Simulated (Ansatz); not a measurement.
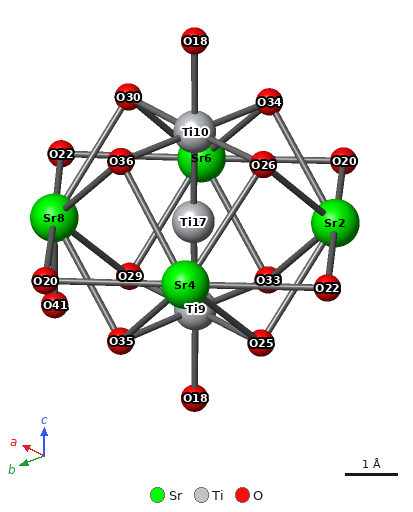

A defect cell of composition Sr8Ti9O24, before the relaxation. The picture is a ball-and-stick view of the atoms within 4.2 Å of the atom that moves most (axes of the cell of the calculation (origin shifted)), seen from a free direction.

Theory: DFT, PBEsol, PAW, plane waves in Ansatz.

The input:
```yaml
crystal:
  lattice:
    - [7.782821, 0.000000, 0.000000]
    - [0.000000, 7.782821, 0.000000]
    - [0.000000, 0.000000, 7.782821]
  atoms:
    - { symbol: Sr, position: [0.995361, 0.000001, 0.999760] }
    - { symbol: Sr, position: [0.001815, 0.999344, 0.501405] }
    - { symbol: Sr, position: [0.996653, 0.498802, 0.000031] }
    - { symbol: Sr, position: [0.997547, 0.505508, 0.500196] }
    - { symbol: Sr, position: [0.502397, 0.000730, 0.996875] }
    - { symbol: Sr, position: [0.500283, 0.002522, 0.497072] }
    - { symbol: Sr, position: [0.499498, 0.496431, 0.001296] }
    - { symbol: Sr, position: [0.496713, 0.499595, 0.497891] }
    - { symbol: Ti, position: [0.249149, 0.248004, 0.251217] }
    - { symbol: Ti, position: [0.249481, 0.249716, 0.747930] }
    - { symbol: Ti, position: [0.250429, 0.752974, 0.245064] }
    - { symbol: Ti, position: [0.248771, 0.749272, 0.748701] }
    - { symbol: Ti, position: [0.751777, 0.249325, 0.247094] }
    - { symbol: Ti, position: [0.745255, 0.248748, 0.751039] }
    - { symbol: Ti, position: [0.747140, 0.747752, 0.253115] }
    - { symbol: Ti, position: [0.751324, 0.746394, 0.754831] }
    - { symbol: Ti, position: [0.250257, 0.253553, 0.497028], spin: 2 }
    - { symbol: O, position: [0.251437, 0.248704, 0.001040] }
    - { symbol: O, position: [0.249584, 0.749802, 0.999677] }
    - { symbol: O, position: [0.250698, 0.749636, 0.498106] }
    - { symbol: O, position: [0.752358, 0.251027, 0.999348] }
    - { symbol: O, position: [0.748009, 0.252407, 0.499941] }
    - { symbol: O, position: [0.747605, 0.749775, 0.997197] }
    - { symbol: O, position: [0.747770, 0.754911, 0.499287] }
    - { symbol: O, position: [0.998702, 0.251399, 0.251222] }
    - { symbol: O, position: [0.997527, 0.245009, 0.749066] }
    - { symbol: O, position: [0.999931, 0.749302, 0.248781] }
    - { symbol: O, position: [0.001660, 0.747718, 0.752021] }
    - { symbol: O, position: [0.497500, 0.246913, 0.249358] }
    - { symbol: O, position: [0.503207, 0.245660, 0.748697] }
    - { symbol: O, position: [0.498858, 0.751340, 0.252084] }
    - { symbol: O, position: [0.503621, 0.750129, 0.751898] }
    - { symbol: O, position: [0.250300, 0.002967, 0.250209] }
    - { symbol: O, position: [0.249172, 0.999607, 0.747887] }
    - { symbol: O, position: [0.243271, 0.503365, 0.249102] }
    - { symbol: O, position: [0.249674, 0.497157, 0.747563] }
    - { symbol: O, position: [0.746516, 0.993656, 0.247353] }
    - { symbol: O, position: [0.750938, 0.994441, 0.751548] }
    - { symbol: O, position: [0.750608, 0.498633, 0.248522] }
    - { symbol: O, position: [0.746281, 0.500504, 0.747647] }
    - { symbol: O, position: [0.498579, 0.496830, 0.253226] }
  symmetry: { detect: false }
kpoints:
  mp_grid: { grid: [1, 1, 1], shift: [0.25, 0.25, 0.25] }
hamiltonian:
  xc: pbesol
magnetization:
  spin_polarized: true
scf:
  occupations: { method: fermi_dirac, width: 0.01 }
relax:
  f_tol: 0.03
  max_steps: 80
  escape_saddle: false
  adjacent_minimum: "off"
output:
  forces: true
  eigenvalues: true
  populations: true
```

Run as
```bash
ansatz run in.yaml --threads 7 --pin off --max-ram 13300MiB --runs-dir r --events-out ev --progress --plain
```

Q: Where does the relaxation end?

A: The largest move is that of Ti17, 0.92 Å along [−1 −1 0]. Largest moves by element: Ti 0.92 Å, O 0.90 Å, Sr 0.62 Å. The cell doesn't change. Among the contacts that change: Sr8–O29 2.758 → 3.796 Å, Sr8–Ti17 2.710 → 3.739 Å, Sr2–Ti9 3.353 → 4.331 Å, Sr2–Ti10 3.346 → 4.261 Å. New bonds form, among them: Ti17–O25 (2.74 → 1.82 Å), Ti17–O26 (2.78 → 2.04 Å), Ti17–O33 (2.74 → 1.89 Å), Ti17–O34 (2.78 → 2.02 Å). Bonds break, among them: Sr8–O29 (2.76 → 3.80 Å). Among the angles between lasting bonds that change: Ti17–Ti9–O18 178.3° → 118.7°, Ti9–Ti17–Ti10 177.8° → 119.6°, O29–Ti9–O35 91.6° → 143.4°. The energy falls by 13.611 eV per cell of the calculation in 27 geometry steps. Largest force component: 7.7 eV/Å at the start, 0.029 eV/Å at the end. The program noted that the starting moments weren't kept.

Step by step:

| step | E − E(0), meV/atom | largest force component, eV/Å |
| --- | --- | --- |
| 0 | 0.00 | 7.7276 |
| 1 | -83.28 | 2.7438 |
| 2 | -127.83 | 1.3446 |
| 3 | -160.64 | 2.0867 |
| 4 | -188.85 | 1.3191 |
| 5 | -196.53 | 2.0997 |
| 6 | -216.22 | 1.8481 |
| 7 | -230.30 | 1.0923 |
| 8 | -242.07 | 1.4555 |
| 9 | -259.71 | 0.9923 |
| 10 | -271.23 | 1.7668 |
| 11 | -288.16 | 1.3036 |
| 12 | -308.75 | 0.9022 |
| 13 | -320.85 | 1.1474 |
| 14 | -327.60 | 0.6095 |
| 15 | -330.39 | 0.1812 |
| 16 | -330.70 | 0.3667 |
| 17 | -331.17 | 0.1449 |
| 18 | -331.32 | 0.2470 |
| 19 | -331.55 | 0.1612 |
| 20 | -331.67 | 0.1445 |
| 21 | -331.76 | 0.1079 |
| 22 | -331.82 | 0.1023 |
| 23 | -331.88 | 0.0792 |
| 24 | -331.95 | 0.0688 |
| 25 | -331.96 | 0.0857 |
| 26 | -331.97 | 0.0295 |
| 27 | -331.97 | 0.0295 |

The end point in the same view:

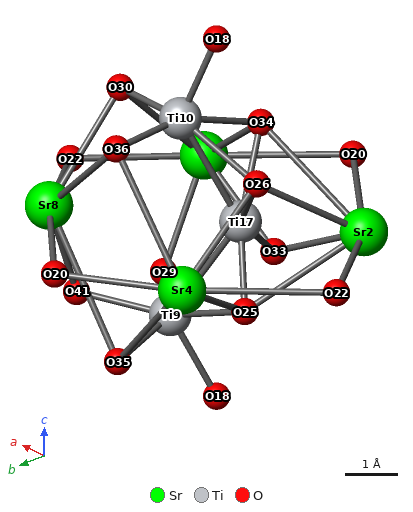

Limits of the set-up: the periodic images lie only 7.8 Å apart, so the values are limited by the cell's size.
